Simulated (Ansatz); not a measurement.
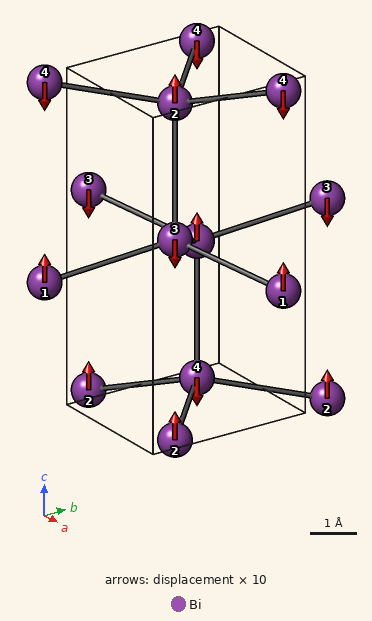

This is a relaxation of solid Bi (built on the lonsdaleite_194 type). The starting structure is drawn; red arrows show the displacements (the part carried along by the change of the cell is left out), magnified 10 times.

A ball-and-stick model of the cell of the calculation, seen slightly off an axis.

Case: lonsdaleite type (P6_3/mmc, No. 194).

These are results of DFT PBE, scalar-relativistic, plane waves, PAW (Ansatz), not measurements.

The input:
```yaml
crystal:
  lattice:
    - [5.3313234935, 0.0, 0.0]
    - [-2.6656617467, 4.6170615811, 0.0]
    - [0.0, 0.0, 7.6157422311]
  atoms:
    - { symbol: Bi, position: [0.3333333333, 0.6666666667, 0.4528700098] }
    - { symbol: Bi, position: [0.6666666667, 0.3333333333, 0.9528700098] }
    - { symbol: Bi, position: [0.6666666667, 0.3333333333, 0.5471299902] }
    - { symbol: Bi, position: [0.3333333333, 0.6666666667, 0.0471299902] }
basis:
  ecutwfc: 420
kpoints:
  mp_grid: { grid: [9, 9, 6] }
hamiltonian:
  xc: pbe
scf:
  occupations: { method: gaussian, width: 0.01 }
output:
  forces: true
  stress: true
  eigenvalues: true
relax:
  adjacent_minimum: "off"
  f_tol: 0.01
  max_steps: 80
  cell: { stress_tol: 0.05 }
```

> What happened in the run?

The largest moves relative to the cell, 0.066 Å, are those of Bi1, Bi2, Bi3 and Bi4. Bi2 goes along +c. Cell: a = b 5.331 → 5.434 Å (+1.9 %), c 7.616 → 7.231 Å (−5.0 %). Volume −1.4 %. Among the contacts that change: Bi1–Bi3 3.161 → 3.185 Å, Bi1–Bi4 3.090 → 3.067 Å. Among the angles between lasting bonds that change: Bi3–Bi1–Bi4 103.1° → 99.9°, Bi3–Bi1–Bi3 115.0° → 117.1°. The space group stays P6_3/mmc (No. 194). Over 4 accepted moves (5 points after the start) the energy falls by 6.9 meV per atom. The largest force component goes from 0.067 to 0.00051 eV/Å. Pressure: 0.19 GPa at the start and −0.01 GPa at the end. At 1 point the geometry stayed and the basis and grid were re-selected for the new cell (energy shift of 0.1 meV per atom at most each time).
